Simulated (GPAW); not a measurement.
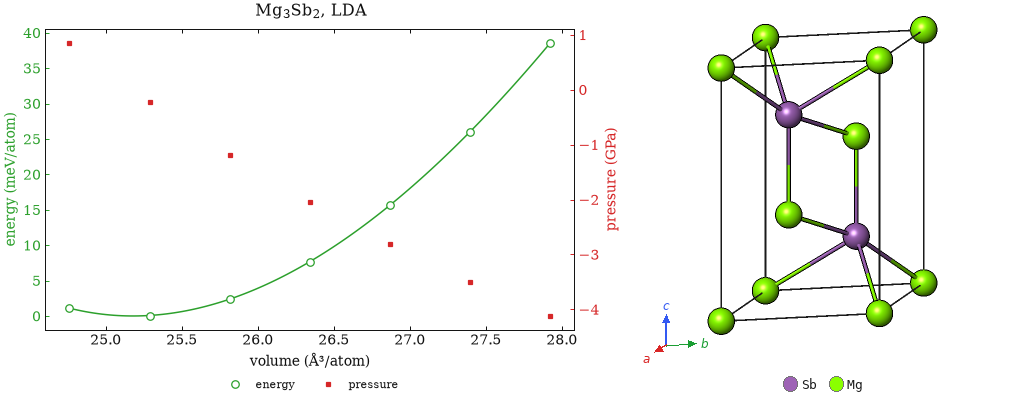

The plot gives the computed energy and pressure against volume for Mg₃Sb₂, space group P-3m1 (No. 164). The conventional cell is drawn beside the plot.

The given structure:
```xyz
5
Lattice="4.5820 0.0000 0.0000 -2.2910 3.9681 0.0000 0.0000 0.0000 7.2440" Properties=species:S:1:pos:R:3 pbc="T T T"
Sb    2.2910    1.3227    5.5417
Sb    0.0000    2.6454    1.7023
Mg    0.0000    0.0000    0.0000
Mg    2.2910    1.3227    2.6803
Mg    0.0000    2.6454    4.5637
```

Computed with GPAW 26.7.0: PAW DFT in plane waves, on a grid or in atomic orbitals, no spin polarisation; energies at scaled volumes of the given cell, shape and fractions fixed, counted from the fit's minimum, third-order Birch-Murnaghan fit. Level: LDA.

- k mesh: 5×5×3
- occupations: Fermi–Dirac
- smearing width: 0.05 eV
- potentials: GPAW PAW data sets (gpaw data 1.2.1)
- wave cutoff: 800 eV
- program settings: basis pw

> How stiff is the solid, and where is its volume at rest?

A third-order Birch–Murnaghan fit gives V0 = 25.18 Å³/atom, B0 = 49.5 GPa and B′ = 4.2.

> How does the pressure vary with volume?

It falls from 0.85 GPa at volume 24.76 Å³/atom to −4.12 GPa at 27.92 Å³/atom, and changes sign near 25.18 Å³/atom.

Note: shape and atomic fractions are frozen while scaling, which makes layered, chain and framework solids too stiff.

The computed values:

| volume (Å³/atom) | energy (meV/atom) | pressure (GPa) |
| --- | --- | --- |
| 24.76 | 1.10 | 0.85 |
| 25.29 | 0.07 | −0.22 |
| 25.82 | 2.38 | −1.18 |
| 26.34 | 7.67 | −2.04 |
| 26.87 | 15.65 | −2.81 |
| 27.40 | 26.02 | −3.50 |
| 27.92 | 38.55 | −4.12 |
